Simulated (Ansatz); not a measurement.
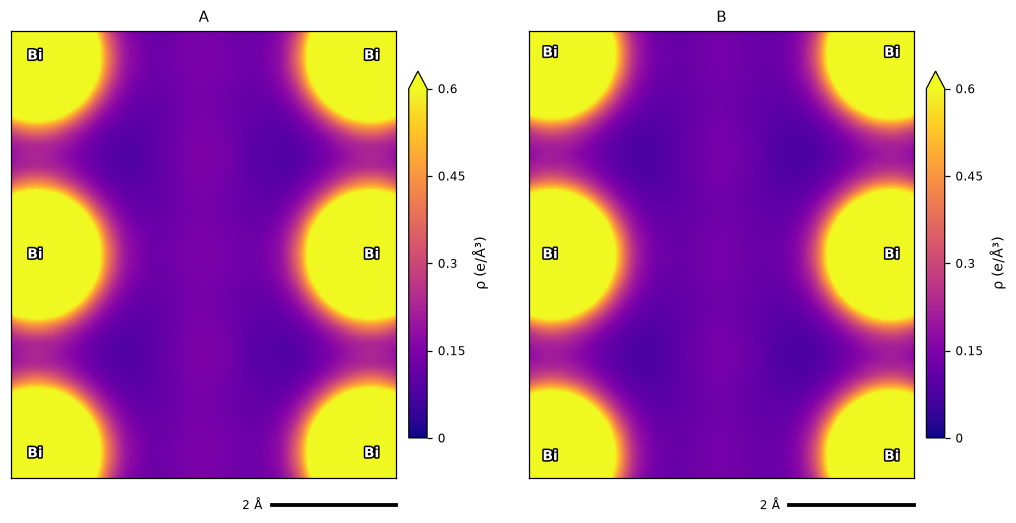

Bi. The valence pseudo-density of two cells that differ in size, on the (100) plane of each (indices in the axes of the calculation cell), at one length scale and on one colour scale: B has 27.9 Å³ an atom and A 26.7.

All numbers below come from DFT, PBEsol, plane waves (420 eV) with PAW, scalar-relativistic in Ansatz.

The density is the valence pseudo-density of a PAW calculation; it isn't the true density close to the nuclei.

The larger cell:

```yaml
crystal:
  lattice:
    - [5.47281, 0.00000, 0.00000]
    - [-2.73640, 4.73959, 0.00000]
    - [0.00000, 0.00000, 3.23224]
  atoms:
    - { symbol: Bi, position: [0.00000, 0.00000, 0.00000] }
    - { symbol: Bi, position: [0.33333, 0.66667, 0.50000] }
    - { symbol: Bi, position: [0.66667, 0.33333, 0.50000] }
```

The smaller cell: a = 5.392 Å, b = 5.392 Å, c = 3.185 Å, α = 90.00°, β = 90.00°, γ = 120.00°.

### What does the compression do to the bonding and the properties?

From the larger cell to the smaller, Bi–Bi goes from 3.23 to 3.18 Å, and the density at its midpoint from 0.21 to 0.23 e/Å³; the pressure goes from 6 to 10 GPa.
